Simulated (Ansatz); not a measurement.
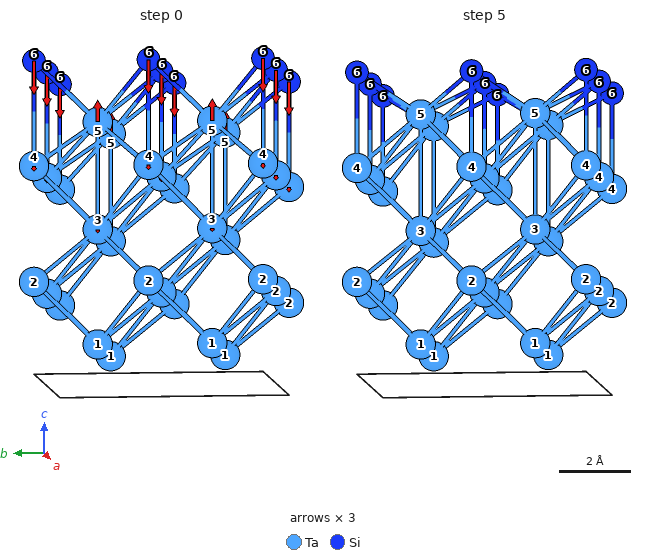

The structure of a slab of composition Ta$_{5}$Si (cut from the Im-3m phase) before (left) and after (right) a constrained relaxation, at one scale. The red arrows give the displacements, 3 times their true length.

The picture is a ball-and-stick view of the 2 × 2 repeat of the cell, outlined in the plane, without the vacuum, seen from a free direction.

Case: Si put over a Ta atom of a lower plane. The slab is the (1 0 0) face of Ta with Si on it. 2 atoms are held fixed.

Theory: DFT PBEsol, scalar-relativistic, plane waves, PAW (Ansatz). Set-up: plane-wave cutoff 420 eV; k-point mesh 9 × 9 × 1; occupations gaussian; smearing width 0.1 eV; no spin polarisation; dipole correction; atoms relaxed in a fixed cell; force threshold 0.03 eV/Å; at most 70 steps.

**Describe what moved and what it gained.**

The energy falls by 0.658 eV per cell of the calculation in 4 accepted moves (5 points after the start). Largest force component: 2.8 eV/Å at the start, 0.016 eV/Å at the end. 1 step only repeated the SCF at the same geometry. Si6 moves most: 0.33 Å along the normal (−c). By element the largest moves are Si 0.33 Å, Ta 0.22 Å. The lattice vectors keep their values. Some distances before and after: Ta4–Si6 3.010 → 2.734 Å, Ta5–Si6 2.818 → 2.548 Å, Ta3–Ta5 3.077 → 3.329 Å, Ta4–Ta5 2.715 → 2.864 Å. Among the angles between lasting bonds that change: Ta5–Si6–Ta5 110.8° → 131.1°, Ta4–Si6–Ta5 55.4° → 65.5°, Ta5–Si6–Ta5 71.2° → 80.1°.

Limits of the set-up: the periodic images lie only 3.3 Å apart, so the values are limited by the cell's size.
